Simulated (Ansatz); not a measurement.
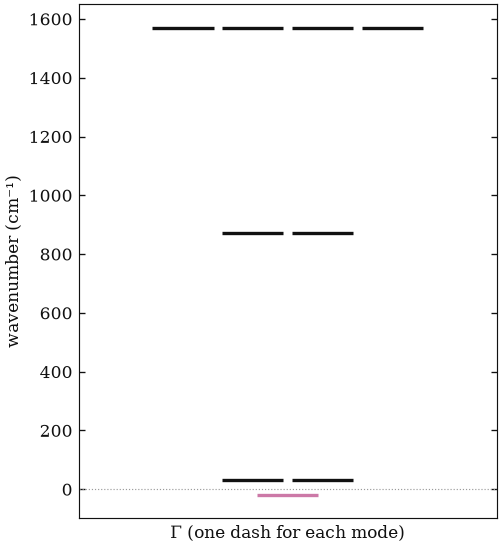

The plot gives the computed zone-centre optical phonon frequencies (the three acoustic modes are left out) for C, space group Fmmm (No. 69). Imaginary frequencies are drawn as negative.

Structure:
```yaml
crystal:
  lattice:
    - [1.22957, -2.12926, 0.00000]
    - [1.22957, 2.12926, 0.00000]
    - [0.00000, 0.00000, 7.38916]
  atoms:
    - { symbol: C, position: [0.08333, 0.91667, 0.75000] }
    - { symbol: C, position: [0.58333, 0.41667, 0.25000] }
    - { symbol: C, position: [0.91667, 0.08333, 0.25000] }
    - { symbol: C, position: [0.41667, 0.58333, 0.75000] }
```

Computed with Ansatz 0.2.0: harmonic phonon frequencies at the zone centre with atoms at rest in the given cell, without the long-range term of polar modes, the three translations left out, imaginary frequencies are negative; plane waves with PAW datasets, Γ-centred k mesh. Level: PBEsol, no spin polarisation.

```json
{"setting": "wave cutoff", "value": "420 eV"}
{"setting": "k mesh", "value": "18×18×6"}
{"setting": "occupations", "value": "Fermi–Dirac"}
{"setting": "smearing width", "value": "0.15 eV"}
{"setting": "pressure", "value": "0 GPa"}
{"setting": "phonon method", "value": "linear response"}
```

**Is the structure dynamically stable by these modes?**

One mode is imaginary, the softest at 19.3i cm⁻¹, so the structure is dynamically unstable.

**What is the highest frequency?**

The highest mode lies at 1577.2 cm⁻¹.

Limits of the calculation: metal sensitive to the k mesh; structure snapped to symmetry.

The computed values:

```json
{"frequency (cm⁻¹)": "-19.3"}
{"frequency (cm⁻¹)": "31.6"}
{"frequency (cm⁻¹)": "50.4"}
{"frequency (cm⁻¹)": "873.1"}
{"frequency (cm⁻¹)": "874.1"}
{"frequency (cm⁻¹)": "1570.3"}
{"frequency (cm⁻¹)": "1572.6"}
{"frequency (cm⁻¹)": "1575.0"}
{"frequency (cm⁻¹)": "1577.2"}
```
